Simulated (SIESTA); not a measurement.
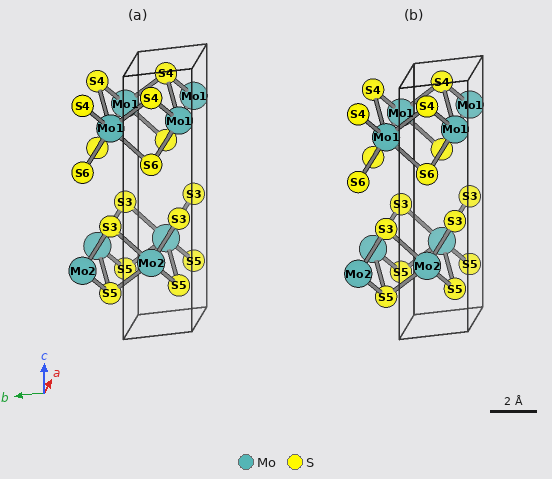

The structure of crystalline MoS2 (set up in P6_3/mmc) before (left) and after (right) a relaxation, at one scale.

Style: ball-and-stick. Shown: the cell of the calculation, repeated 2 × 2 × 1 with one cell outlined, from a free direction.

The run lets cell and atoms move.

Theory: Kohn-Sham DFT of a periodic cell, PBE, PseudoDojo 0.4 standard, converted to PSML (SIESTA 5.4.2).

Input file:
```
SystemName                      MoS2
SystemLabel                     MoS2
NumberOfSpecies                 2
NumberOfAtoms                   6
%block ChemicalSpeciesLabel
  1  42 Mo
  2  16 S
%endblock ChemicalSpeciesLabel

LatticeConstant                 1.0 Ang
%block LatticeVectors
     3.1690000000     0.0000000000     0.0000000000
    -1.5845000000     2.7444345046     0.0000000000
     0.0000000000     0.0000000000    12.3240000000
%endblock LatticeVectors
AtomicCoordinatesFormat         Fractional
%block AtomicCoordinatesAndAtomicSpecies
     0.6666666667     0.3333333333     0.7500000000  1  Mo
     0.3333333333     0.6666666667     0.2500000000  1  Mo
     0.6666666667     0.3333333333     0.3770000000  2  S
     0.3333333333     0.6666666667     0.8770000000  2  S
     0.6666666667     0.3333333333     0.1230000000  2  S
     0.3333333333     0.6666666667     0.6230000000  2  S
%endblock AtomicCoordinatesAndAtomicSpecies

%block kgrid.MonkhorstPack
    6   0   0  0.0
    0   6   0  0.0
    0   0   2  0.0
%endblock kgrid.MonkhorstPack
XC.Functional                   GGA
XC.Authors                      PBE
PAO.BasisSize                   DZP
PAO.EnergyShift                 0.003 Ry
Mesh.Cutoff                     800 Ry
OccupationFunction              FD
ElectronicTemperature           0.05 eV
MaxSCFIterations                120
SCF.MustConverge                false
SCF.Mixer.Method                Pulay
SCF.Mixer.Weight                0.25
SCF.Mixer.History               8
SCF.DM.Tolerance                5.0e-05
SCF.H.Tolerance                 1.0e-03 eV
WriteForces                     true
Charge.Mulliken                 end
MD.TypeOfRun                    CG
MD.Steps                        40
MD.MaxForceTol                  0.01 eV/Ang
MD.MaxDispl                     0.1 Ang
WriteCoorStep                   true
AtomCoorFormatOut               Fractional
MD.VariableCell                 true
MD.MaxStressTol                 0.1 GPa
Target.Pressure                 5 GPa
%block PAO.Basis
  Mo 5
  n=4 0 2
    3.234 0.000
  n=5 0 2
    8.986 0.000
  n=4 1 2
    3.729 0.000
  n=5 1 1
    8.986
  n=4 2 2
    6.762 0.000
%endblock PAO.Basis
```

Command:
```bash
siesta < MoS2.fdf > MoS2.out 2>&1
```

Describe what moved and what it gained.

Answer. The run was cut off at its time limit before the relaxation converged, so the last structure is only a point on the way. The energy rises by 15.4 meV per atom in 9 geometry steps. With the target pressure of 5 GPa, the enthalpy E + pV changes by −6.7 meV per atom. The largest force component goes from 0.35 to 0.3 eV/Å. Pressure: 4.72 GPa at the start and 2.77 GPa at the end. The largest moves relative to the cell, 0.091 Å, are those of S3, S4, S5 and S6. S5 goes along −c. Mo stays in place. Cell: a = b 3.169 → 3.178 Å (+0.3 %), c 12.324 → 11.768 Å (−4.5 %). Volume −4.0 %. Near-neighbour distances that change, for instance: Mo1–S4 2.408 → 2.425 Å. The space group stays P6_3/mmc (No. 194).
